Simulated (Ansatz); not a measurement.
**Single-point calculation, with input and output: Ta**

System: Ta (P6₃/mmc, 2 atoms in the cell).
Method: DFT r2SCAN, scalar-relativistic, plane waves, PAW, no spin polarisation (Ansatz 0.2.0).

The structure derives from a Materials Project entry. It belongs to a series of runs on one base structure; here: ratio of the length along z to the lengths across it x 0.85, volume and fractional coordinates fixed. Figures and captions count atoms from 1; the log counts them from 0 in places.

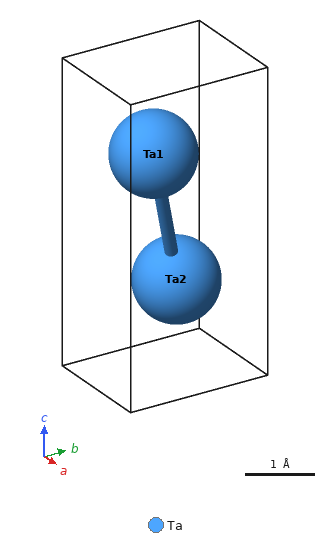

Fig. 1: The structure (ball-and-stick view of the cell of the calculation, seen slightly off an axis; atoms are numbered from 1 in the order of the input).

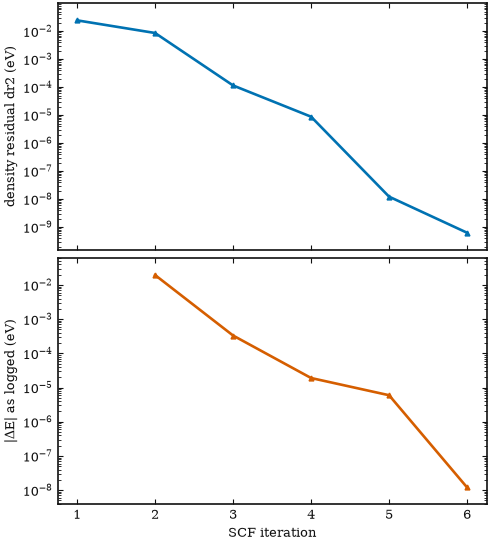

Fig. 2: Convergence of the self-consistent field: density residual dr2 and size of the energy change against the SCF iteration. The residual falls at every step.

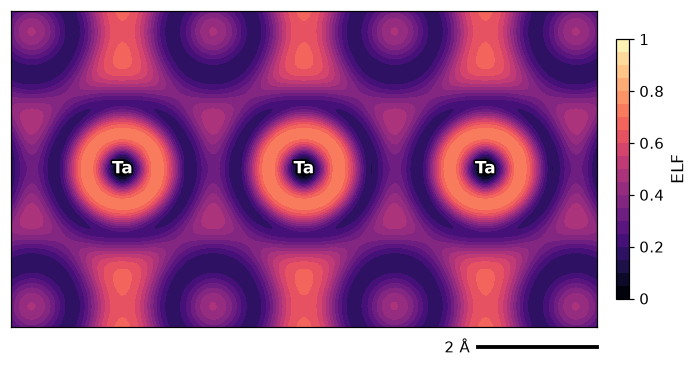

Fig. 3: Electron localisation function on the (010) plane of the conventional cell. Ta–Ta (3.06 Å): the ELF is about 0.30 at the midpoint (no localised pair between them).  The strong features right at Ta lie inside the PAW spheres (semicore, d or f shells) and say nothing about bonding. Core electrons are frozen (PAW), so the fields are smoothed inside the atomic spheres.

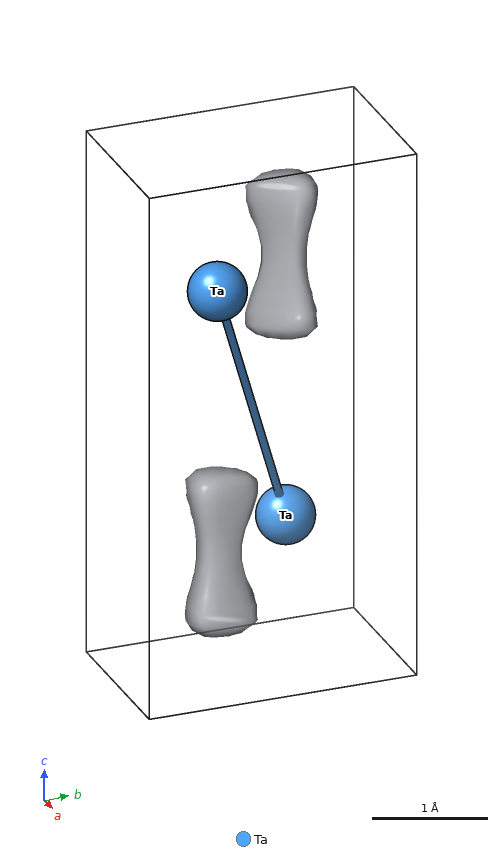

Fig. 4: Isosurface of the electron localisation function at 0.6 (grey), seen slightly off an axis. Only the valence region is drawn (cores and ρ < 0.01 e/Å³ removed). Sticks mark near contacts. The outline is the cell set on symmetry axes. Along the contacts the grid gives the following. Ta–Ta (2.92 Å): the ELF is about 0.30 at the midpoint; no localised pair between them. Ta–Ta (3.06 Å): the ELF is about 0.30 at the midpoint (no localised pair between them).

These pictures come from the run below.

Input file
```yaml
crystal:
  lattice:
    - [3.0618276416, 0.0, 0.0]
    - [-1.5309138208, 2.6516205196, 0.0]
    - [0.0, 0.0, 4.6357860716]
  atoms:
    - { symbol: Ta, position: [0.6666666667, 0.3333333333, 0.75] }
    - { symbol: Ta, position: [0.3333333333, 0.6666666667, 0.25] }
basis:
  ecutwfc: 500
kpoints:
  mp_grid: { grid: [24, 24, 10] }
hamiltonian:
  xc: r2scan
scf:
  occupations: { method: gaussian, width: 0.15 }
output:
  forces: true
  stress: true
  eigenvalues: true
  write_density: true
  write_potential: true
  elf: true
  volumetric_format: npy
```

Run as:
```bash
ansatz run input.yaml --threads 1 --pin off --max-ram 2560MiB --backend cpu --events-out ev --progress --plain --runs-dir out
```

The program's output
```
Engine: ansatz 0.2.0, x86_64-unknown-linux-gnu
Pseudopotentials: kind: paw
Pseudopotential: Ta, paw, valence charge 13, recommended cutoff 500 eV (meta_gga), Ta.paw.azcp
Functional definition: r2SCAN
  parameter k0 = 0.174
  parameter k1 = 0.065
  parameter a1 = 4.9479
  exchange = r2scan_x(k0 = k0, k1 = k1, a1 = a1)
  correlation = r2scan_c
Crystal: 2 atoms, lattice volume = 37.637 Å³
Basis set: ecut = 500 eV, 953 PW (Γ), exchange–correlation on 96×96×144 points (64 copies of the dense FFT grid, shifted against one another)
Bands: 17, of which v1, the nominal top of the filled ones, is band 13 counted from 1 (12 counted from 0)
Symmetry: 24 space group operations
Space group: P63/mmc (ITA 194), of the structure as read, at distance tolerance 3.4e-5 Å
k-points: 366 of 5760
Non-local potential: Ta, projectors of the file, l = 0: 3, l = 1: 2, l = 2: 2, l = 3: 1
PAW form: soft (Blöchl's): semilocal exchange-correlation on the pseudo side does not see the compensation charge
PAW frozen core: Ta, regenerated for the run's functional (the file was generated under x = pbe(κ = 0.804, μ = 0.2195149727645171), c = pbe(β = 0.06672455060314922))
PAW one-centre angular grid: Ta, 590 points (default); XC on 160 Gauss nodes
Initial density: superposition of atomic densities (neutral atoms: chi_scale 0, normalization atom), corrected by the library's trained network
Initial wavefunctions: pseudopotential atomic-orbital guess
Functional: x = r2scan, c = r2scan; τ floored in thin density (d = 2e-4 eV/Å³)
SCF iter   1: F=—  HF=-19887.761442 eV  |F-HF|=—  |Δ(HF+E_count)|=         —  Δρ=9.18e-3  dr2=2.44e-2  dr2_τ=2.91e-2  ethr=1.77e-3  ⟨swp⟩=5.1  Hψ=29702  notcnv=0
preconditioner: auto → none  [metal: Δε(μ)=0.003 eV  Ē_g=4.767 eV  σ=0.150 eV  W_gap=0.01  n_scr=8 (ndim 8)  ℏωp=19.1 eV  f_vac=0.000  D(μ)=2.55/eV (n_scr^D=22)  sad-step TF]
SCF iter   2: F=—  HF=-19887.780932 eV  |F-HF|=—  |Δ(HF+E_count)|=   1.95e-2  Δρ=5.38e-3  dr2=8.62e-3  dr2_τ=6.75e-4  ethr=9.38e-5  ⟨swp⟩=2.4  Hψ=10529  notcnv=0
SCF iter   3: F=—  HF=-19887.780601 eV  |F-HF|=—  |Δ(HF+E_count)|=   3.32e-4  Δρ=5.88e-4  dr2=1.15e-4  dr2_τ=1.48e-5  ethr=3.31e-5  ⟨swp⟩=2.1  Hψ=8248  notcnv=0
SCF iter   4: F=—  HF=-19887.780620 eV  |F-HF|=—  |Δ(HF+E_count)|=   1.90e-5  Δρ=2.20e-4  dr2=8.79e-6  dr2_τ=1.19e-6  ethr=4.43e-7  ⟨swp⟩=2.9  Hψ=11034  notcnv=0
SCF iter   5: F=—  HF=-19887.780626 eV  |F-HF|=—  |Δ(HF+E_count)|=   5.96e-6  Δρ=8.85e-6  dr2=1.22e-8  dr2_τ=2.16e-8  ethr=3.38e-8  ⟨swp⟩=3.0  Hψ=11694  notcnv=0
SCF iter   6: F=-19887.780626 eV  HF=-19887.780626 eV  |F-HF|=6.18e-10  |Δ(HF+E_count)|=   1.20e-8  Δρ=2.17e-6  dr2=6.27e-10  dr2_τ=2.69e-10  ethr=4.71e-11  ⟨swp⟩=6.1  Hψ=36893  notcnv=0
SCF 1 converged in 6 iterations: F = -19887.780626 eV  dr2 = 6.27e-10
  greatest PAW one-centre occupation: 0.998 electrons in one spin orbital (limit 2), on the Ta atom at site 1 (counted from 0), in its partial waves of l = 0
SCF converged after 6 iterations
Free energy (F): -19887.780626 eV
Harris-Foulkes:  -19887.780626 eV  (|F-HF|=6.18e-10)
Internal energy: -19887.751738 eV  (E = F + TS)
E sigma→0 (E₀):  -19887.766182 eV
Entropy (-TS):   -0.028888 eV (-14.444 meV/atom)
Fermi energy:    18.200972 eV
--- Per-component energies (eV) ---
  E_band       = -255.524673
  E_kinetic    = 731.997538
  E_local      = -1151.491381  (includes V_loc(G=0)·N_el)
  E_nonlocal   = 29.392716
  E_hartree    = 397.526254
  E_xc         = -407.791537
  E_vxc        = -442.663515  (∫ρ·V_xc dr)
  E_paw        = -16845.493186  (= ΣΔE_a)
  E_vpaw       = -240.186007  (= ΣTr[D̂ρ^β])
  E_aug_tail   = 0.000162  (compensation charges beyond the density's cutoff)
  E_vtau       = 22.373582  (kinetic-family band-sum trace: ∫τ·v_τ [+ j·A + Jᵃ·Aᵃ] dr)
  E_ewald      = -2640.379743
  E_core_change = -1.512561  (= ΣΔE_core)
  E_smearing   = -0.028888  (= −TS)
  E_closure    = 0.000000  (closes the sum)
  Σ components = -19887.780626   (vs F -19887.780626, Δ=0.00e0)
--- Forces (eV/Å), atoms counted from 1 ---
  atom   1  Ta     0.00000000     0.00000000     0.00000000
  atom   2  Ta    -0.00000000    -0.00000000    -0.00000000
  max |Σ_I F_I| component: 2.31e-17 eV/Å
--- Stress (GPa, compression-positive) ---
       -7.230253       0.000000      -0.000000
       -0.000000      -7.230253      -0.000000
       -0.000000      -0.000000       6.005751
  P = ⅓ Tr σ = -2.8183 GPa (-28.183 kbar)
--- Band table (eV; the first three rows and the last of 366) ---
  k-point 0: bands = ["-51.3742", "-51.2436", "-17.8011", "-16.9845", "-16.9845", "-16.7787", "-16.7787", "-16.5541", "9.4631", "13.3261", "18.3946", "18.3946", "19.2783", "19.3565", "19.4351", "19.4351", "19.8253"]
  k-point 1: bands = ["-51.3711", "-51.2469", "-17.7728", "-16.9795", "-16.9795", "-16.7838", "-16.7838", "-16.5872", "9.5808", "13.3151", "18.2935", "18.2935", "19.0298", "19.2548", "19.3231", "19.3231", "20.0531"]
  k-point 2: bands = ["-51.3619", "-51.2562", "-17.6902", "-16.9650", "-16.9650", "-16.7986", "-16.7986", "-16.6826", "9.9246", "13.2473", "18.1233", "18.1233", "18.4628", "18.9698", "19.0436", "19.0436", "20.5937"]
  k-point 365: bands = ["-51.2568", "-51.2568", "-17.6176", "-17.6176", "-17.3307", "-17.3307", "-16.7923", "-16.7923", "15.4304", "15.4304", "15.7493", "15.7493", "17.2595", "17.2595", "20.2129", "20.2129", "22.8357"]
```

Summary

- outcome: converged
- space group (tolerance 0.01 Å): P6₃/mmc (194)
- electrons treated: 26
- free energy: −19887.7806 eV
- Fermi energy: 18.201 eV
- gap on the k-point mesh: none (metallic)
- pressure: −2.82 GPa
- largest force (length of the vector): under 0.001 eV/Å
- hardware: 1 thread of Intel Xeon @ 2.50GHz (Skylake/Cascade Lake), 192 GiB of memory available, shared host
- wall time: 36 s
- peak memory: 0.64 GiB

Spin–orbit coupling is left out, which matters for Ta.
